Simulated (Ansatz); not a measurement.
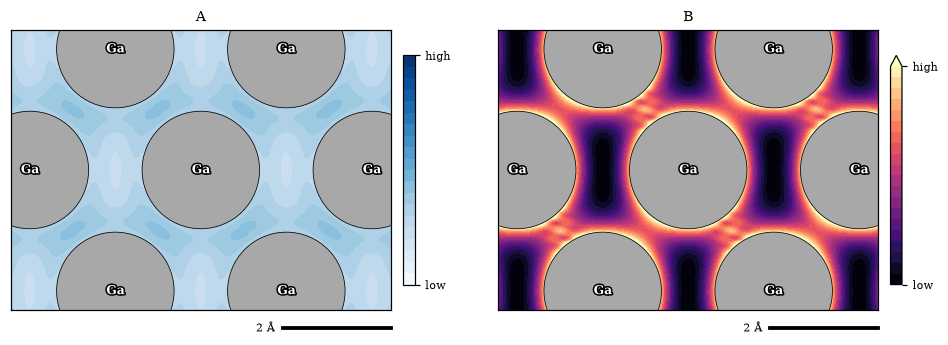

Ga: 2 fields on the (011̄) plane of the conventional cell, with unlabelled colour scales. Grey discs cover the atomic cores.

Space group Im-3m; set up as Ga, bcc; a generated structure, not necessarily the stable one; changed on purpose from its base cell (volume × 0.88); computed pressure about 10 GPa in this cell; computed without spin polarisation.

Computed with DFT, r2SCAN, plane waves (500 eV) with PAW, scalar-relativistic (Ansatz 0.2.0).

```
Ga
1.0
     3.17590    0.00000    0.00000
     0.00000    3.17590    0.00000
     0.00000    0.00000    3.17590
Ga
2
Direct
  0.00000 0.00000 0.00000
  0.50000 0.50000 0.50000
```

Question: Which field does each panel show? The fields are: electron localisation function and valence pseudo-density.

Answer: Panel A: electron localisation function. Panel B: valence pseudo-density. From the grid: Ga–Ga (2.75 Å): ρ at the midpoint is about 0.27 e/Å³, with its minimum of 0.22 e/Å³ about 1.5 Å from Ga; the ELF is about 0.40 at the midpoint.
